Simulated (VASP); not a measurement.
TaS₂ (space group P-3m1, No. 164): coordinates from a relaxation with VASP 6.6.1, VASP Kohn-Sham DFT of a periodic cell, BLYP with D4, VASP PAW PBE potentials, recommended.

Space group P-3m1 (No. 164). a = 3.404 Å, b = 3.404 Å, c = 5.831 Å, α = 90.00°, β = 90.00°, γ = 120.00°
```
atom  site  symmetry       x       y       z
  Ta    1a      -3m.  0.0000  0.0000  0.0000
   S    2d       3m.  0.6667  0.3333  0.7378
```

Describe the stacking along c, with columns A (0, 0), B (1/3, 2/3), C (2/3, 1/3) of the hexagonal mesh.

Ta(A) – S(B) – S(C) (three layers in 5.83 Å).

S layers alone: BC, the hexagonal close-packed type.

Ta: one octahedral site in each hexagonal cell. One of the two gaps between S layers is empty, 2.77 Å wide.

Polytype symbol 1T, the symbol of a layered MX2 polytype (number of slabs in the repeat and lattice).

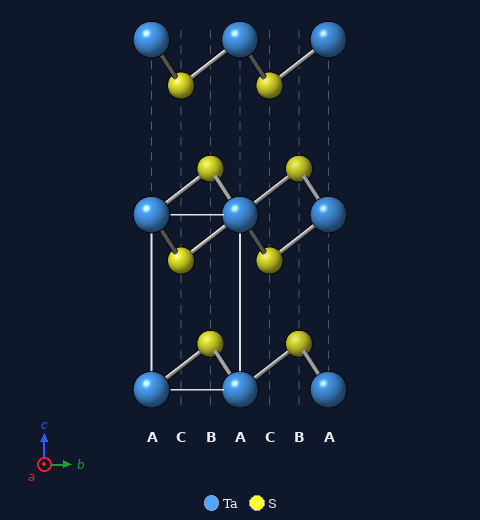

Projection along an edge of the hexagonal mesh, stacking direction c upwards. The dashed lines mark the three columns A (0, 0), B (1/3, 2/3) and C (2/3, 1/3). The sequence starts with the first layer at or above the cell's origin.
